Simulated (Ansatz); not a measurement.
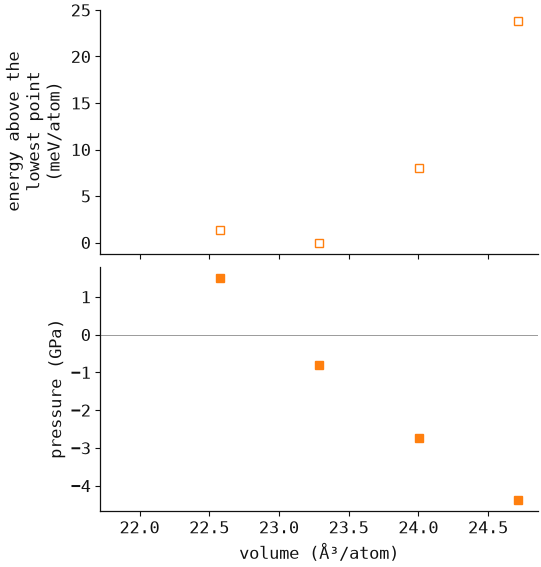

The plot gives the computed energy above the lowest point and pressure against volume for GaAs, space group F-43m (No. 216) (one of a set of cubic test structures, which need not be the stable phase).

Computed with Ansatz 0.2.0 development build: equation of state of a cubic crystal from periodic Kohn-Sham density functional theory without spin, third-order Birch-Murnaghan fit to the free energies; pressure corrected for the finite basis. Level: HSE06.

- structure type: zinc blende
- atoms in cell: 2
- space group number: 216
- lattice centring: face-centred primitive
- k mesh: 4×4×4
- occupation method: Fermi–Dirac
- occupation width: 0.05 eV
- wave cutoff: 420 eV
- datasets: soft-1 PAW
- density tolerance: 1e−07 eV
- bands: 18
- density cutoff ratio: 4
- search for lower states: default
- exchange singularity: Wigner-Seitz

The point at volume 21.86 Å³/atom is left out of the plot. What does the calculation give there?

```csv
volume (Å³/atom),energy above the lowest point (meV/atom),pressure (GPa)
21.86,14.0,4.231
```

Limits of the calculation: modest k-mesh, values are not fully converged in k.
